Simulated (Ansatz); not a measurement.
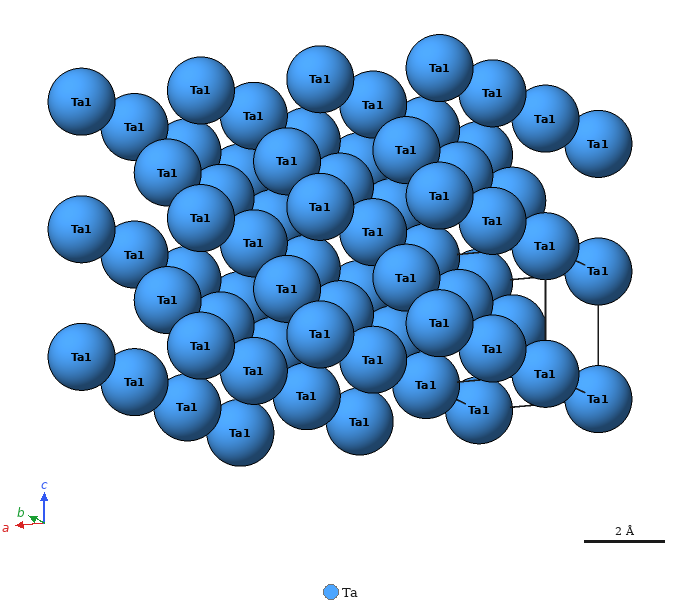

Figure 1. The structure as given in the input (spheres-only view of the cell 2 times as large as that of the calculation, set on its symmetry axes, repeated 3 × 3 × 2, seen at an oblique angle; atoms are numbered from 1 in the order of the input). An atom can appear more than once, as a periodic image.

# What a change does: single-point calculation on Ta

System: Ta (Im-3m, 1 atom in the cell).
Method of the first run: DFT PBEsol, scalar-relativistic, plane waves, PAW, no spin polarisation (Ansatz 0.2.0).

The structure derives from an entry of the Crystallography Open Database. Text and figures count atoms from 1; the logs count them from 0 in places.

The input, the first run:
```yaml
crystal:
  lattice:
    - [-1.65128, 1.65128, 1.65128]
    - [1.65128, -1.65128, 1.65128]
    - [1.65128, 1.65128, -1.65128]
  atoms:
    - { symbol: Ta, position: [0.0, 0.0, 0.0] }
basis:
  ecutwfc: 420
kpoints:
  mp_grid: { grid: [8, 8, 8] }
hamiltonian:
  xc: pbesol
scf:
  occupations: { method: gaussian, width: 0.1 }
output:
  forces: true
  stress: true
  eigenvalues: true
```

Command:
```bash
ansatz run input.yaml --threads 4 --pin off --max-ram 10240MiB --backend cpu --events-out ev --progress --plain --runs-dir out
```

Hardware: 4 threads of Intel Xeon @ 2.50GHz (Skylake/Cascade Lake), 189 GiB of memory available, shared host.

Output, shortened to warnings, some set-up lines, iterations and results (the first run):
```
Basis set: ecut = 420 eV, 369 PW (Γ), exchange–correlation on 40×40×40 points (8 copies of the dense FFT grid, shifted against one another)
Symmetry: 48 space group operations
k-points: 29 of 512
Initial density: superposition of atomic densities (neutral atoms: chi_scale 0, normalization atom), corrected by the library's trained network
[...]
SCF iter   1: F=—  HF=-9806.522884 eV  |F-HF|=—  |Δ(HF+E_count)|=         —  Δρ=3.40e-3  dr2=1.01e-3  ethr=1.77e-3  ⟨swp⟩=5.1  Hψ=1790  notcnv=0
SCF iter   2: F=—  HF=-9806.522412 eV  |F-HF|=—  |Δ(HF+E_count)|=   4.72e-4  Δρ=1.43e-3  dr2=1.38e-4  ethr=7.75e-6  ⟨swp⟩=2.1  Hψ=643  notcnv=0
SCF iter   3: F=—  HF=-9806.522425 eV  |F-HF|=—  |Δ(HF+E_count)|=   1.26e-5  Δρ=2.34e-4  dr2=3.03e-6  ethr=1.06e-6  ⟨swp⟩=1.2  Hψ=322  notcnv=0
SCF iter   4: F=—  HF=-9806.522426 eV  |F-HF|=—  |Δ(HF+E_count)|=   1.52e-6  Δρ=2.16e-5  dr2=6.78e-8  ethr=2.33e-8  ⟨swp⟩=2.4  Hψ=433  notcnv=0
SCF iter   5: F=-9806.522426 eV  HF=-9806.522426 eV  |F-HF|=1.22e-10  |Δ(HF+E_count)|=   3.78e-8  Δρ=3.97e-6  dr2=1.14e-9  ethr=5.21e-10  ⟨swp⟩=2.1  Hψ=489  notcnv=0
SCF iter   6: F=-9806.522426 eV  HF=-9806.522426 eV  |F-HF|=1.36e-10  |Δ(HF+E_count)|=  2.75e-10  Δρ=9.99e-7  dr2=1.59e-10  ethr=8.80e-12  ⟨swp⟩=2.1  Hψ=1074  notcnv=0
SCF 1 converged in 6 iterations: F = -9806.522426 eV  dr2 = 1.59e-10
SCF converged after 6 iterations
Free energy (F): -9806.522426 eV
Harris-Foulkes:  -9806.522426 eV  (|F-HF|=1.36e-10)
Internal energy: -9806.518764 eV  (E = F + TS)
E sigma→0 (E₀):  -9806.520595 eV
Entropy (-TS):   -0.003662 eV (-3.662 meV/atom)
Fermi energy:    18.485286 eV
--- Per-component energies (eV) ---
  E_band       = -105.011929
  E_kinetic    = 365.940805
  E_local      = -550.520325  (includes V_loc(G=0)·N_el)
  E_nonlocal   = 17.737531
  E_hartree    = 190.361248
  E_xc         = -216.860051
  E_vxc        = -203.660682  (∫ρ·V_xc dr)
  E_paw        = -8272.580330  (= ΣΔE_a)
  E_vpaw       = -115.232235  (= ΣTr[D̂ρ^β])
  E_aug_tail   = 0.000155  (compensation charges beyond the density's cutoff)
  E_ewald      = -1340.811443
  E_core_change = 0.213646  (= ΣΔE_core)
  E_smearing   = -0.003662  (= −TS)
  E_closure    = 0.000000  (closes the sum)
  Σ components = -9806.522426   (vs F -9806.522426, Δ=0.00e0)
--- Forces (eV/Å), atoms counted from 1 ---
  atom   1  Ta    -0.00000000     0.00000000     0.00000000
  max |Σ_I F_I| component: 3.29e-32 eV/Å
--- Stress (GPa, compression-positive) ---
       -5.870292      -0.000000       0.000000
       -0.000000      -5.870292       0.000000
        0.000000      -0.000000      -5.870292
  P = ⅓ Tr σ = -5.8703 GPa (-58.703 kbar)
```

The input of the second run differs as follows (lines with − go, lines with + come):
```diff
-    - [-1.65128, 1.65128, 1.65128]
-    - [1.65128, -1.65128, 1.65128]
-    - [1.65128, 1.65128, -1.65128]
+    - [-1.6402597623, 1.6402597623, 1.6402597623]
+    - [1.6402597623, -1.6402597623, 1.6402597623]
+    - [1.6402597623, 1.6402597623, -1.6402597623]
-  mp_grid: { grid: [8, 8, 8] }
+  mp_grid: { grid: [18, 18, 18] }
+  mixing: { algorithm: broyden, beta: 0.2 }
```

Predict how the results change.

With the same functional and potentials, the second run lies 19.0 meV per atom higher (other lines of the input change too). The pressure goes from −5.87 to −0.02 GPa. The volume per atom goes from 18.01 to 17.65 Å³. The number of SCF iterations is the same. The irreducible k-points go from 29 to 195.

Output, shortened to warnings, some set-up lines, iterations and results (the second run):
```
Basis set: ecut = 420 eV, 369 PW (Γ), exchange–correlation on 40×40×40 points (8 copies of the dense FFT grid, shifted against one another)
Symmetry: 48 space group operations
k-points: 195 of 5832
Initial density: superposition of atomic densities (neutral atoms: chi_scale 0, normalization atom), corrected by the library's trained network
[...]
SCF iter   1: F=—  HF=-9806.503579 eV  |F-HF|=—  |Δ(HF+E_count)|=         —  Δρ=2.27e-3  dr2=2.53e-4  ethr=1.77e-3  ⟨swp⟩=5.2  Hψ=12041  notcnv=0
SCF iter   2: F=—  HF=-9806.503301 eV  |F-HF|=—  |Δ(HF+E_count)|=   2.78e-4  Δρ=1.71e-3  dr2=1.36e-4  ethr=1.95e-6  ⟨swp⟩=2.1  Hψ=4633  notcnv=0  κ⁻¹=1.0e0(r=1)
SCF iter   3: F=—  HF=-9806.503371 eV  |F-HF|=—  |Δ(HF+E_count)|=   6.96e-5  Δρ=6.56e-4  dr2=1.87e-5  ethr=1.05e-6  ⟨swp⟩=1.0  Hψ=2085  notcnv=0  κ⁻¹=5.9e-2(r=2)
SCF iter   4: F=—  HF=-9806.503382 eV  |F-HF|=—  |Δ(HF+E_count)|=   1.15e-5  Δρ=1.13e-4  dr2=1.04e-6  ethr=1.44e-7  ⟨swp⟩=1.0  Hψ=2085  notcnv=0  κ⁻¹=5.8e-3(r=3)
SCF iter   5: F=—  HF=-9806.503382 eV  |F-HF|=—  |Δ(HF+E_count)|=   1.51e-7  Δρ=3.67e-5  dr2=1.73e-7  ethr=7.99e-9  ⟨swp⟩=1.9  Hψ=2930  notcnv=0  κ⁻¹=2.5e-5(r=4)
SCF iter   6: F=-9806.503382 eV  HF=-9806.503382 eV  |F-HF|=4.56e-8  |Δ(HF+E_count)|=   3.48e-8  Δρ=1.71e-5  dr2=5.07e-8  ethr=7.69e-10  ⟨swp⟩=5.6  Hψ=9062  notcnv=0
SCF 1 converged in 6 iterations: F = -9806.503382 eV  dr2 = 5.07e-8
SCF converged after 6 iterations
Stability not checked: this state was not tested for a lower state beside it, because the mixer in use, unlike msr1, does not test its closes by its own steps (another_mixer; see scf.mixing.algorithm and scf.lower_state_search)
Free energy (F): -9806.503382 eV
Harris-Foulkes:  -9806.503382 eV  (|F-HF|=4.56e-8)
Internal energy: -9806.497433 eV  (E = F + TS)
E sigma→0 (E₀):  -9806.500408 eV
Entropy (-TS):   -0.005949 eV (-5.949 meV/atom)
Fermi energy:    18.909670 eV
--- Per-component energies (eV) ---
  E_band       = -99.476710
  E_kinetic    = 366.765571
  E_local      = -538.585221  (includes V_loc(G=0)·N_el)
  E_nonlocal   = 17.808262
  E_hartree    = 186.982220
  E_xc         = -217.172619
  E_vxc        = -204.060261  (∫ρ·V_xc dr)
  E_paw        = -8272.689620  (= ΣΔE_a)
  E_vpaw       = -115.363608  (= ΣTr[D̂ρ^β])
  E_aug_tail   = 0.000137  (compensation charges beyond the density's cutoff)
  E_ewald      = -1349.819810
  E_core_change = 0.213646  (= ΣΔE_core)
  E_smearing   = -0.005949  (= −TS)
  E_closure    = 0.000000  (closes the sum)
  Σ components = -9806.503382   (vs F -9806.503382, Δ=0.00e0)
--- Forces (eV/Å), atoms counted from 1 ---
  atom   1  Ta    -0.00000000     0.00000000     0.00000000
  max |Σ_I F_I| component: 8.22e-32 eV/Å
--- Stress (GPa, compression-positive) ---
       -0.016416      -0.000000      -0.000000
       -0.000000      -0.016416      -0.000000
        0.000000      -0.000000      -0.016416
  P = ⅓ Tr σ = -0.0164 GPa (-0.164 kbar)
```

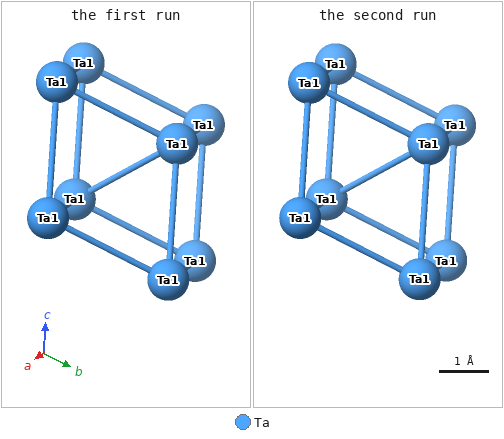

Figure 2. The two input geometries at one scale (ball-and-stick view of the cell of the calculation, seen slightly off an axis). The atoms keep their places relative to the cell (all moves are under 0.005 Å). Cell: a = b = c 2.860 → 2.841 Å (−0.7 %). Volume −2.0 %. Among the contacts that change: Ta1–Ta1 2.860 → 2.841 Å.

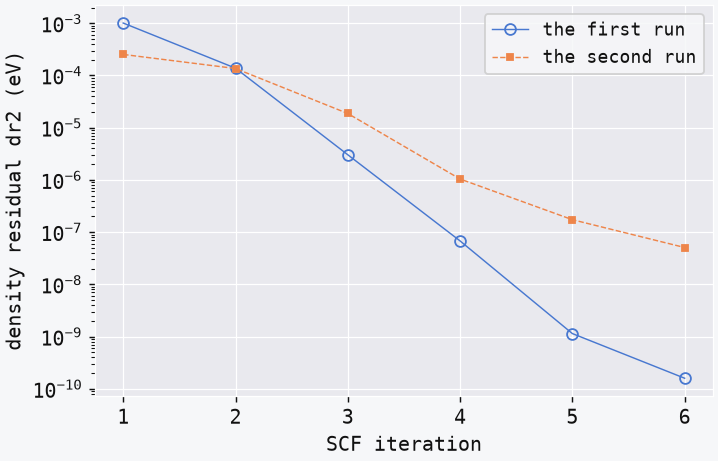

Figure 3. Convergence of the two runs: density residual dr2 against the SCF iteration. The first run takes 6 iterations in all, and the second run takes 6.

The two runs side by side:

| quantity | the first run | the second run |
| --- | --- | --- |
| outcome | converged | converged |
| free energy per atom (eV) | −9806.5224 | −9806.5034 |
| energy per atom, smearing taken to zero (eV) | −9806.5206 | −9806.5004 |
| gap on the mesh (eV) | 0.00 | 0.00 |
| pressure (GPa) | −5.87 | −0.02 |
| volume per atom (Å³) | 18.01 | 17.65 |
| largest force (eV/Å) | 0.000 | 0.000 |
| SCF iterations | 6 | 6 |
| irreducible k-points | 29 | 195 |
| plane waves at Γ | 369 | 369 |
| wall time (shared host) | 0.91 s | 1.9 s |

For both runs: Spin–orbit coupling is left out, which matters for Ta. For the first run: The cell is under a tension of 5.9 GPa at this level, so it is not at its equilibrium volume.
